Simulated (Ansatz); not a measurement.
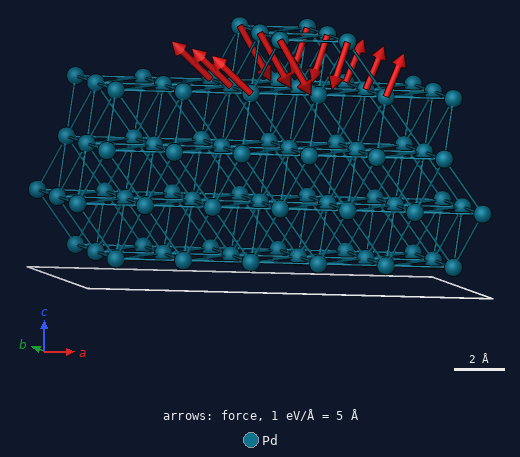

Starting geometry of a slab of composition Pd (cut from the Fm-3m phase) with the computed forces as red arrows. A ball-and-stick model of the 1 × 3 repeat of the cell, outlined in the plane, without the vacuum (origin shifted), seen slightly off an axis.

Case: stripe over 2 of 6 cells, two steps. 12 atoms are held fixed.

These are results of DFT PBE, scalar-relativistic, plane waves, PAW (Ansatz 0.2.0), not measurements.

Input file:
```yaml
crystal:
  lattice:
    - [16.7260837545, 0.0, 0.0]
    - [-1.3938403129, 2.4142022395, 0.0]
    - [0.0, 0.0, 21.1045267986]
  atoms:
    - { symbol: Pd, position: [0.0, 0.0, 0.071074799] }
    - { symbol: Pd, position: [0.0555555556, 0.6666666667, 0.178925201] }
    - { symbol: Pd, position: [0.1111111111, 0.3333333333, 0.286775603] }
    - { symbol: Pd, position: [0.1666666667, 0.0, 0.071074799] }
    - { symbol: Pd, position: [0.2222222222, 0.6666666667, 0.178925201] }
    - { symbol: Pd, position: [0.2777777778, 0.3333333333, 0.286775603] }
    - { symbol: Pd, position: [0.3333333333, 0.0, 0.071074799] }
    - { symbol: Pd, position: [0.3888888889, 0.6666666667, 0.178925201] }
    - { symbol: Pd, position: [0.4444444444, 0.3333333333, 0.286775603] }
    - { symbol: Pd, position: [0.5, 1.0, 0.071074799] }
    - { symbol: Pd, position: [0.5555555556, 0.6666666667, 0.178925201] }
    - { symbol: Pd, position: [0.6111111111, 0.3333333333, 0.286775603] }
    - { symbol: Pd, position: [0.6666666667, 0.0, 0.071074799] }
    - { symbol: Pd, position: [0.7222222222, 0.6666666667, 0.178925201] }
    - { symbol: Pd, position: [0.7777777778, 0.3333333333, 0.286775603] }
    - { symbol: Pd, position: [0.8333333333, 0.0, 0.071074799] }
    - { symbol: Pd, position: [0.8888888889, 0.6666666667, 0.178925201] }
    - { symbol: Pd, position: [0.9444444444, 0.3333333333, 0.286775603] }
    - { symbol: Pd, position: [0.0, 0.0, 0.394626005] }
    - { symbol: Pd, position: [0.1666666667, 0.0, 0.394626005] }
    - { symbol: Pd, position: [0.3333333333, 0.0, 0.394626005] }
    - { symbol: Pd, position: [0.5, 0.0, 0.394626005] }
    - { symbol: Pd, position: [0.6666666667, 0.0, 0.394626005] }
    - { symbol: Pd, position: [0.8333333333, 0.0, 0.394626005] }
    - { symbol: Pd, position: [0.0555555556, 0.6666666667, 0.5024764071] }
    - { symbol: Pd, position: [0.2222222222, 0.6666666667, 0.5024764071] }
basis:
  ecutwfc: 420
kpoints:
  mp_grid: { grid: [2, 12, 1] }
hamiltonian:
  xc: pbe
scf:
  occupations: { method: gaussian, width: 0.1 }
output:
  forces: true
  eigenvalues: true
  populations: true
relax:
  adjacent_minimum: "off"
  f_tol: 0.02
  max_steps: 45
  constraints: [{ sites: [0, 1, 3, 4, 6, 7, 9, 10, 12, 13, 15, 16] }]
efield:
  axis: 3
  dipole_correction: true
  ramp_width: 0.04
```

Command:
```bash
ansatz run input.yaml --threads 4 --pin off --max-ram 9216MiB --backend cpu --events-out ev --progress --plain --runs-dir out
```

What follows when this structure is relaxed?

It isn't relaxed: the largest force vector, on Pd25, is 0.53 eV/Å. The final displacements follow the starting forces only in part (cosine between the two patterns 0.75). The atom that moves furthest is Pd25 (0.20 Å at 29° to the normal (−c side)). The cell stays as it was. Near-neighbour distances that change, for instance: Pd21–Pd26 2.788 → 2.654 Å, Pd20–Pd25 2.788 → 2.674 Å, Pd19–Pd20 2.788 → 2.894 Å, Pd3–Pd19 2.788 → 2.871 Å. The energy falls by 0.117 eV per cell of the calculation in 4 geometry steps. Largest force component: 0.46 eV/Å at the start, 0.0034 eV/Å at the end.
